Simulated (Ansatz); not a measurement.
## SnO$_{2}$: geometry relaxation (part 3 of 3)

Continued. System: SnO$_{2}$ (slab, 18 atoms in the cell). Method: DFT PBEsol, scalar-relativistic, plane waves, PAW, no spin polarisation (Ansatz 0.2.0); cutoff 420 eV, 4×6×1 k-mesh, Gaussian smearing of 0.05 eV. The structure derives from an entry of the Crystallography Open Database. The input holds or restrains some coordinates. Forces given for the steps count only the free coordinates. It belongs to a series of runs on one base structure; here: upper atoms moved at random (sigma 0.25 Å), then relaxed.

Output, continued:
```
--- Relaxed structure (8 steps of the walk, 8 accepted, 0 SCFs on fresh bases) ---
  F+E_penalty+E_count = -42423.76984023 eV   max|allowed force component| = 2.872e-3 eV/Å
  atoms:
    - { symbol: O, position: [0.25, 0.1937234956, 0.34695411] }
    - { symbol: O, position: [0.75, 0.1937234956, 0.34695411] }
    - { symbol: Sn, position: [0.0, 0.0, 0.38969244160000005] }
    - { symbol: Sn, position: [0.5, 0.0, 0.38969244160000005] }
    - { symbol: O, position: [0.25, 0.8062765044, 0.4324307732] }
    - { symbol: O, position: [0.75, 0.8062765044, 0.4324307732] }
    - { symbol: O, position: [0.0, 0.3062765044, 0.4572616684] }
    - { symbol: O, position: [0.5, 0.3062765044, 0.4572616684] }
    - { symbol: Sn, position: [0.2500018506179521, 0.4952272804721463, 0.5001245758575396] }
    - { symbol: Sn, position: [0.7500025135262008, 0.49522627617069365, 0.5001200943285776] }
    - { symbol: O, position: [1.1583846795597613e-6, 0.7040082037852164, 0.540792416920706] }
    - { symbol: O, position: [0.5000092252173942, 0.7040061573857921, 0.5407936125097355] }
    - { symbol: O, position: [0.25001130698443313, 0.21949506205454708, 0.5725682394769451] }
    - { symbol: O, position: [0.7500081790075851, 0.21944977925898368, 0.572552151871289] }
    - { symbol: Sn, position: [2.1896929579545146e-5, -0.016658975655983326, 0.6116958638021995] }
    - { symbol: Sn, position: [0.5000195425516868, -0.016657347597248094, 0.6116974634279241] }
    - { symbol: O, position: [0.2500199006762274, 0.856837889194808, 0.6600196399699705] }
    - { symbol: O, position: [0.7500254619593805, 0.8569915375940881, 0.6600393868108185] }
```

Trajectory as extended XYZ (Å, eV, eV/Å), 8 frames, from step=1 to step=8:
```
18
Lattice="6.4241 0.0000 0.0000 0.0000 4.7690 0.0000 0.0000 0.0000 21.6167" Properties=species:S:1:pos:R:3:forces:R:3 step=1 energy=-42414.76287
O     1.6060    0.9239    7.5000    0.0355  -1.2714   0.3135
O     4.8181    0.9239    7.5000   -0.0299  -1.2688   0.2860
Sn    0.0000    0.0000    8.4239   -0.0308   2.1167  -0.6841
Sn    3.2121    0.0000    8.4239    0.0387   1.9444  -0.8813
O     1.6060    3.8451    9.3477    0.0926  -0.7947   0.0918
O     4.8181    3.8451    9.3477   -0.0783  -0.7869   0.0645
O     0.0000    1.4606    9.8845    0.0481  -0.3224   0.2003
O     3.2121    1.4606    9.8845    0.2561   0.1104   1.1740
Sn    1.5989    2.3902   10.8280   -0.2584   1.7671  -2.2915
Sn    4.8469    2.3680   10.8142   -0.1298   1.2293  -0.9052
O    -0.0204    3.3527   11.6905   -0.0372   2.1084   0.4265
O     3.2074    3.4034   11.6858    0.9958   0.3419   0.0101
O     1.5088    1.4446   12.4741    2.9426  -1.5441   1.0298
O     5.2426    1.2858   12.5500  -19.1213  12.2647  -9.1830
Sn   -0.0086    0.4105   13.0972   17.0131 -16.2451  12.1692
Sn    3.3752    0.1450   13.0712   -1.8605  -1.4035   5.6451
O     2.0248    4.3590   14.6449   -0.8179   1.1373  -3.5336
O     4.6410    4.6066   14.7739    0.9417   0.6166  -3.9325
18
Lattice="6.4241 0.0000 0.0000 0.0000 4.7690 0.0000 0.0000 0.0000 21.6167" Properties=species:S:1:pos:R:3:forces:R:3 step=2 energy=-42420.95390
O     1.6060    0.9239    7.5000    0.0144  -1.3435   0.2328
O     4.8181    0.9239    7.5000   -0.0120  -1.3303   0.2281
Sn    0.0000    0.0000    8.4239   -0.0061   2.3083  -0.4134
Sn    3.2121    0.0000    8.4239    0.0117   2.2173  -0.5039
O     1.6060    3.8451    9.3477    0.0692  -0.5897  -0.2330
O     4.8181    3.8451    9.3477   -0.0293  -0.5031  -0.3889
O     0.0000    1.4606    9.8845    0.1983  -0.0501   0.0960
O     3.2121    1.4606    9.8845    0.1463   0.2736   0.8832
Sn    1.5955    2.4198   10.8179   -0.0836   0.6764  -0.3894
Sn    4.8508    2.4058   10.7924   -0.1577   0.1414   0.5485
O    -0.0200    3.4218   11.6961    0.3914   1.2797   0.4312
O     3.2332    3.4260   11.6964    0.4457   0.2906   0.0426
O     1.5805    1.3744   12.4852    1.5360  -1.1224   0.3145
O     5.1390    1.2554   12.5080   -5.4960   2.5273  -3.1756
Sn    0.0568    0.3051   13.2500    3.5681  -5.1378   4.6080
Sn    3.3161    0.0943   13.2029   -0.0632  -0.2970   2.0378
O     1.9294    4.3896   14.5371   -2.1073   0.5873  -2.0194
O     4.7156    4.6192   14.6449    1.5738   0.0715  -2.2975
18
Lattice="6.4241 0.0000 0.0000 0.0000 4.7690 0.0000 0.0000 0.0000 21.6167" Properties=species:S:1:pos:R:3:forces:R:3 step=3 energy=-42422.84209
O     1.6060    0.9239    7.5000    0.0014  -1.3732   0.2160
O     4.8181    0.9239    7.5000   -0.0037  -1.3567   0.2147
Sn    0.0000    0.0000    8.4239   -0.0028   2.3520  -0.3791
Sn    3.2121    0.0000    8.4239    0.0038   2.3193  -0.3954
O     1.6060    3.8451    9.3477    0.0521  -0.6239  -0.1767
O     4.8181    3.8451    9.3477    0.0254  -0.5465  -0.3204
O     0.0000    1.4606    9.8845    0.2304   0.3019   0.3692
O     3.2121    1.4606    9.8845    0.1197   0.5017   0.9451
Sn    1.5970    2.4323   10.8315    0.0741   0.0245   0.0582
Sn    4.8531    2.4222   10.8103   -0.1453  -0.0473   0.1757
O     0.0009    3.4732   11.7176    0.2047   0.6056   0.5152
O     3.2496    3.4484   11.7070    0.2261   0.2793   0.4142
O     1.6215    1.2913   12.4928    0.7445  -0.4244  -0.1284
O     5.0628    1.2064   12.4446   -2.4962   0.6707  -1.0577
Sn    0.0494    0.2230   13.3442    1.7745  -2.2173   0.8220
Sn    3.3152    0.0747   13.2751   -0.2199   0.1623  -0.4657
O     1.7800    4.4180   14.4150   -1.5276  -0.2399  -0.2218
O     4.8219    4.5924   14.5465    0.9394  -0.3884  -0.5860
18
Lattice="6.4241 0.0000 0.0000 0.0000 4.7690 0.0000 0.0000 0.0000 21.6167" Properties=species:S:1:pos:R:3:forces:R:3 step=4 energy=-42423.51497
O     1.6060    0.9239    7.5000   -0.0074  -1.3820   0.2121
O     4.8181    0.9239    7.5000    0.0016  -1.3651   0.2137
Sn    0.0000    0.0000    8.4239   -0.0135   2.3479  -0.3965
Sn    3.2121    0.0000    8.4239    0.0102   2.3564  -0.3765
O     1.6060    3.8451    9.3477    0.0508  -0.6668  -0.0911
O     4.8181    3.8451    9.3477    0.0364  -0.6527  -0.1613
O     0.0000    1.4606    9.8845    0.2495   0.3799   0.5130
O     3.2121    1.4606    9.8845    0.0558   0.4837   0.7288
Sn    1.6078    2.4246   10.8309    0.1978  -0.1086  -0.0836
Sn    4.8418    2.4136   10.8189   -0.1281  -0.2125   0.1225
O     0.0168    3.4555   11.7252    0.1087   0.0840   0.1482
O     3.2562    3.4353   11.7336   -0.1096   0.0180   0.0711
O     1.6603    1.2135   12.4482    0.1515  -0.3344   0.0510
O     4.9376    1.1279   12.3959   -0.8952   0.3435  -0.4599
Sn    0.0571    0.1051   13.2762    0.1428  -0.6758  -0.1680
Sn    3.2604    0.0258   13.2857    0.3888   0.0801  -0.2058
O     1.6494    4.3084   14.3650   -0.0022  -0.2348  -0.0647
O     4.8863    4.4511   14.4292   -0.2364  -0.4570  -0.0516
18
Lattice="6.4241 0.0000 0.0000 0.0000 4.7690 0.0000 0.0000 0.0000 21.6167" Properties=species:S:1:pos:R:3:forces:R:3 step=5 energy=-42423.70762
O     1.6060    0.9239    7.5000   -0.0032  -1.3553   0.2175
O     4.8181    0.9239    7.5000   -0.0027  -1.3503   0.2241
Sn    0.0000    0.0000    8.4239    0.0185   2.2819  -0.4151
Sn    3.2121    0.0000    8.4239   -0.0229   2.2798  -0.4207
O     1.6060    3.8451    9.3477    0.0431  -0.7575  -0.0146
O     4.8181    3.8451    9.3477    0.0187  -0.6947  -0.1042
O     0.0000    1.4606    9.8845    0.1356   0.1823   0.3528
O     3.2121    1.4606    9.8845    0.0485   0.2114   0.3589
Sn    1.6144    2.3884   10.8194    0.0640  -0.1586   0.1126
Sn    4.8261    2.3920   10.8075    0.0323  -0.0507  -0.0687
O     0.0202    3.3992   11.7059   -0.1590  -0.0757  -0.0488
O     3.2399    3.3986   11.7161   -0.0501  -0.1210  -0.1082
O     1.6456    1.1078   12.4077   -0.0872   0.0740  -0.2150
O     4.8507    1.0841   12.3480   -0.1426  -0.2071   0.2546
Sn    0.0099   -0.0071   13.2255    0.3584  -0.0200   0.0335
Sn    3.2486   -0.0346   13.2515   -0.2528   0.0897   0.0427
O     1.6110    4.1937   14.2864    0.1705  -0.2336   0.1159
O     4.8576    4.2658   14.3718   -0.1677  -0.0902  -0.3148
18
Lattice="6.4241 0.0000 0.0000 0.0000 4.7690 0.0000 0.0000 0.0000 21.6167" Properties=species:S:1:pos:R:3:forces:R:3 step=6 energy=-42423.76832
O     1.6060    0.9239    7.5000   -0.0002  -1.3262   0.2264
O     4.8181    0.9239    7.5000   -0.0004  -1.3259   0.2283
Sn    0.0000    0.0000    8.4239    0.0002   2.1796  -0.4440
Sn    3.2121    0.0000    8.4239   -0.0006   2.1797  -0.4433
O     1.6060    3.8451    9.3477    0.0013  -0.8164   0.0338
O     4.8181    3.8451    9.3477    0.0041  -0.8098   0.0214
O     0.0000    1.4606    9.8845    0.0176   0.0056   0.2329
O     3.2121    1.4606    9.8845    0.0010   0.0056   0.2303
Sn    1.6070    2.3650   10.8137   -0.0023   0.0208  -0.0594
Sn    4.8188    2.3652   10.8125    0.0036   0.0149  -0.0680
O     0.0008    3.3625   11.6925   -0.0008   0.0095   0.0247
O     3.2150    3.3647   11.6905   -0.0121   0.0003   0.0298
O     1.6097    1.0539   12.3788   -0.0100  -0.0519   0.0837
O     4.8203    1.0494   12.3723   -0.0045  -0.0511   0.0980
Sn    0.0020   -0.0716   13.2280    0.0045  -0.0340  -0.1280
Sn    3.2149   -0.0735   13.2291   -0.0006  -0.0264  -0.1270
O     1.6077    4.0799   14.2618    0.0057   0.0190   0.0456
O     4.8212    4.0953   14.2737   -0.0056   0.0093   0.0162
18
Lattice="6.4241 0.0000 0.0000 0.0000 4.7690 0.0000 0.0000 0.0000 21.6167" Properties=species:S:1:pos:R:3:forces:R:3 step=7 energy=-42423.76965
O     1.6060    0.9239    7.5000    0.0000  -1.3240   0.2293
O     4.8181    0.9239    7.5000    0.0000  -1.3231   0.2288
Sn    0.0000    0.0000    8.4239    0.0005   2.1744  -0.4514
Sn    3.2121    0.0000    8.4239   -0.0005   2.1746  -0.4510
O     1.6060    3.8451    9.3477   -0.0004  -0.8096   0.0213
O     4.8181    3.8451    9.3477    0.0004  -0.8091   0.0197
O     0.0000    1.4606    9.8845    0.0030  -0.0383   0.1805
O     3.2121    1.4606    9.8845   -0.0030  -0.0384   0.1797
Sn    1.6060    2.3623   10.8098    0.0002  -0.0083   0.0530
Sn    4.8181    2.3621   10.8093    0.0000  -0.0062   0.0547
O    -0.0002    3.3575   11.6906    0.0000  -0.0141  -0.0295
O     3.2123    3.3578   11.6902    0.0005  -0.0146  -0.0273
O     1.6063    1.0482   12.3787   -0.0006   0.0214  -0.0383
O     4.8180    1.0467   12.3770    0.0007   0.0253  -0.0361
Sn    0.0001   -0.0784   13.2211    0.0000  -0.0066   0.0462
Sn    3.2123   -0.0789   13.2215   -0.0002  -0.0054   0.0438
O     1.6061    4.0862   14.2663    0.0001   0.0021  -0.0087
O     4.8184    4.0891   14.2685   -0.0004   0.0009  -0.0142
18
Lattice="6.4241 0.0000 0.0000 0.0000 4.7690 0.0000 0.0000 0.0000 21.6167" Properties=species:S:1:pos:R:3:forces:R:3 step=8 energy=-42423.76984
O     1.6060    0.9239    7.5000    0.0000  -1.3232   0.2286
O     4.8181    0.9239    7.5000    0.0000  -1.3231   0.2286
Sn    0.0000    0.0000    8.4239    0.0001   2.1715  -0.4504
Sn    3.2121    0.0000    8.4239   -0.0001   2.1716  -0.4504
O     1.6060    3.8451    9.3477    0.0001  -0.8172   0.0313
O     4.8181    3.8451    9.3477    0.0001  -0.8169   0.0308
O     0.0000    1.4606    9.8845    0.0007  -0.0324   0.1909
O     3.2121    1.4606    9.8845   -0.0004  -0.0324   0.1909
Sn    1.6060    2.3617   10.8110    0.0002   0.0029  -0.0004
Sn    4.8181    2.3617   10.8109   -0.0002   0.0028   0.0001
O     0.0000    3.3574   11.6901    0.0000   0.0004  -0.0004
O     3.2121    3.3574   11.6902    0.0000   0.0005  -0.0004
O     1.6061    1.0468   12.3770    0.0000  -0.0003   0.0004
O     4.8182    1.0465   12.3767    0.0002  -0.0002   0.0010
Sn    0.0001   -0.0794   13.2228   -0.0006  -0.0015  -0.0006
Sn    3.2122   -0.0794   13.2229    0.0002  -0.0018  -0.0008
O     1.6062    4.0862   14.2674    0.0001   0.0002   0.0007
O     4.8183    4.0870   14.2679   -0.0003  -0.0006   0.0002
```

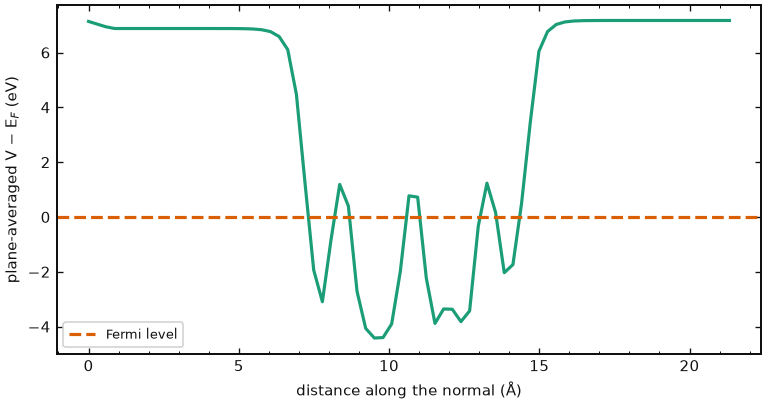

Figure 1. Plane average of the electrostatic potential energy of an electron across the cell, from the Fermi level. The vacuum level lies 7.17 eV above the Fermi level on the upper side and 6.88 eV on the lower.

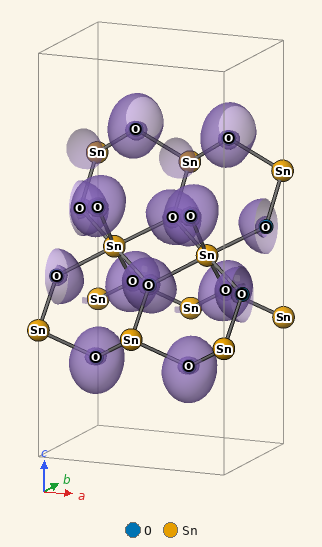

Figure 2. Isosurface of the ELF at 0.65 (purple), seen slightly off an axis. Only the valence region is drawn (cores and ρ < 0.01 e/Å³ removed). Sticks mark near contacts. Profiles from the grid: Sn–O (2.01 Å): the ELF is about 0.30 at the midpoint. Sn–O (2.06 Å): the ELF is about 0.25 at the midpoint. In a PAW calculation such maps are meaningful between the atoms, not at the nuclei.

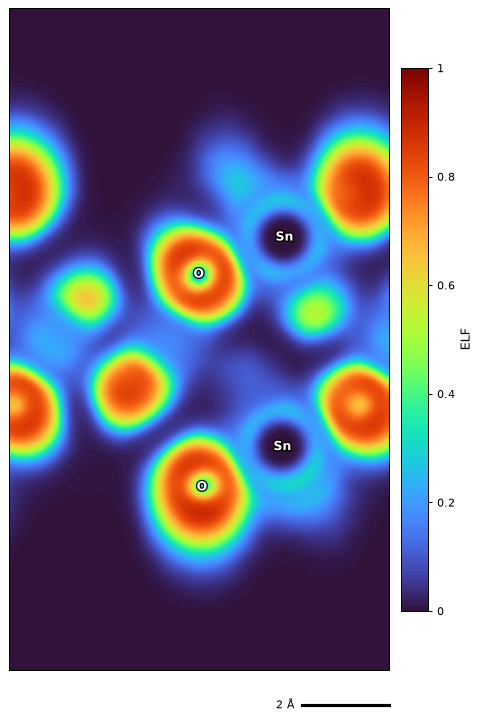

Figure 3. ELF on the (110) plane of the calculation cell, a cut from vacuum to vacuum. The section cuts through O and Sn sites. Sn–O (2.07 Å): the ELF is about 0.30 at the midpoint. Sn–O (2.14 Å): the ELF is about 0.25 at the midpoint.

The run was set up as follows.

The input:
```yaml
crystal:
  lattice:
    - [6.4241368321, 0.0, 0.0]
    - [0.0, 4.7689689447, 0.0]
    - [0.0, 0.0, 21.616691613]
  atoms:
    - { symbol: O, position: [0.25, 0.1937234956, 0.34695411] }
    - { symbol: O, position: [0.75, 0.1937234956, 0.34695411] }
    - { symbol: Sn, position: [0.0, 0.0, 0.3896924416] }
    - { symbol: Sn, position: [0.5, 0.0, 0.3896924416] }
    - { symbol: O, position: [0.25, 0.8062765044, 0.4324307732] }
    - { symbol: O, position: [0.75, 0.8062765044, 0.4324307732] }
    - { symbol: O, position: [0.0, 0.3062765044, 0.4572616684] }
    - { symbol: O, position: [0.5, 0.3062765044, 0.4572616684] }
    - { symbol: Sn, position: [0.2488878546, 0.5011915401, 0.5009102212] }
    - { symbol: Sn, position: [0.7544838534, 0.4965379385, 0.5002696013] }
    - { symbol: O, position: [-0.003174413, 0.7030144179, 0.5408086439] }
    - { symbol: O, position: [0.4992761471, 0.7136502544, 0.5405931588] }
    - { symbol: O, position: [0.2348667041, 0.3029107251, 0.5770577689] }
    - { symbol: O, position: [0.8160860945, 0.2696168045, 0.5805704631] }
    - { symbol: Sn, position: [-0.0013435231, 0.0860740219, 0.6058827379] }
    - { symbol: Sn, position: [0.5253876114, 0.0304145089, 0.604682082] }
    - { symbol: O, position: [0.3151847923, 0.9140321073, 0.6774791169] }
    - { symbol: O, position: [0.7224289954, 0.9659593038, 0.6834469021] }
basis:
  ecutwfc: 420
kpoints:
  mp_grid: { grid: [4, 6, 1] }
hamiltonian:
  xc: pbesol
scf:
  occupations: { method: gaussian, width: 0.05 }
output:
  forces: true
  eigenvalues: true
  write_density: true
  write_potential: true
  elf: true
  volumetric_format: npy
relax:
  adjacent_minimum: "off"
  f_tol: 0.02
  max_steps: 90
  constraints: [{ sites: [0, 1, 2, 3, 4, 5, 6, 7] }]
efield:
  axis: 3
  dipole_correction: true
  ramp_width: 0.04
```

Launch command:
```bash
ansatz run input.yaml --threads 4 --pin off --max-ram 10240MiB --backend cpu --events-out ev --progress --plain --runs-dir out
```

Key numbers:

- outcome: converged under the restraints of the input
- electrons treated: 156
- free energy: −42423.7698 eV
- work function, top face: 7.17 eV
- work function, bottom face: 6.88 eV
- Fermi energy: −1.401 eV
- gap on the k-point mesh: 1.39 eV
- final volume: 662.26 Å³
- work function (upper face): 7.17 eV
- largest force (length of the vector) at the end, held atoms and coordinates included: 2.218 eV/Å
- hardware: 4 threads of AMD EPYC (Zen 3), 32 GiB of memory available, shared host
- wall time: 4.5 min (CPU time 17 min)
- peak memory: 1.9 GiB

Notes:

Warnings of the run: the exchange-correlation potential is rough where the density is thin.
